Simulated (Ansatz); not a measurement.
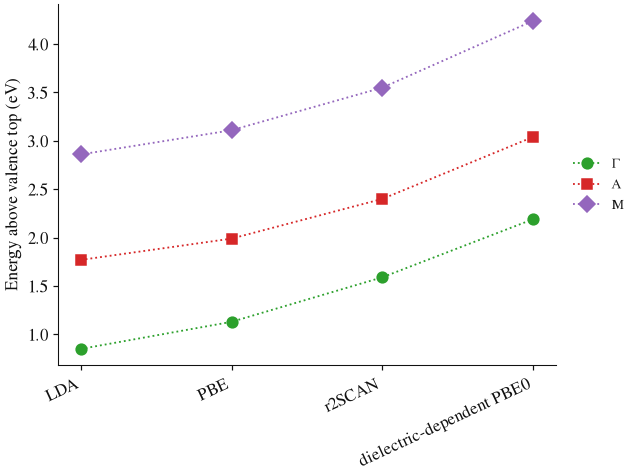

Lowest conduction level at each named k point, counted from the valence-band top at Γ, by several methods on one cell of CdS, space group P6_3mc, 8 atoms in the cell, relaxed with r2SCAN; a = 4.161 Å, c = 13.554 Å (hexagonal axes). All runs are without spin-orbit coupling and carry no moments.

| method | program | Γ (eV) | A (eV) | M (eV) |
| --- | --- | --- | --- | --- |
| LDA | Ansatz | 0.85 | 1.77 | 2.86 |
| PBE | Ansatz | 1.13 | 1.99 | 3.11 |
| r2SCAN | Ansatz | 1.59 | 2.40 | 3.55 |
| dielectric-dependent PBE0 | Ansatz | 2.19 | 3.04 | 4.24 |

Q: What does HSE06 give? It was run as: HSE06, Ansatz PAW set, 6×6×2 k mesh, 420 eV cutoff, fixed occupations (Ansatz 0.2.0).

A: Exact exchange opens the gap over the semilocal values shown, the highest of which is 1.59 eV (r2SCAN) at Γ. HSE06 gives 2.15 eV at Γ, 2.96 eV at A and 4.17 eV at M, which is +1.02 eV from PBE at Γ.

Q: Does HSE06 shift these levels rigidly from PBE?

A: The shifts are +1.02 eV at Γ, +0.97 eV at A and +1.06 eV at M, and at points that aren't plotted +1.10 eV (L), +1.14 eV (K) and +1.07 eV (H): over the named points that both runs hold, a spread of 0.17 eV on a mean of 1.06 eV, so one shift describes them only roughly.

Q: How do the methods rank at Γ?

A: From low to high: LDA 0.85, PBE 1.13, r2SCAN 1.59, HSE06 2.15, dielectric-dependent PBE0 2.19 eV. Too close to rank are HSE06 against dielectric-dependent PBE0.

Settings. LDA: Ansatz PAW set, 12×12×2 k mesh, 420 eV cutoff, fixed occupations (Ansatz 0.2.0). PBE: Ansatz PAW set, 12×12×2 k mesh, 420 eV cutoff, Fermi-Dirac smearing of 0.02 eV (Ansatz). r2SCAN: Ansatz PAW set, 12×12×2 k mesh, 500 eV cutoff, fixed occupations (Ansatz). dielectric-dependent PBE0: Ansatz PAW set, 6×6×2 k mesh, 420 eV cutoff, fixed occupations (Ansatz).

These are five of the 6 methods that were run on this cell. The usual form of CdS is wurtzite or zincblende. LDA, r2SCAN, HSE06 and dielectric-dependent PBE0: the PAW data sets were made with another functional. LDA, GGA and most meta-GGA functionals understate gaps.
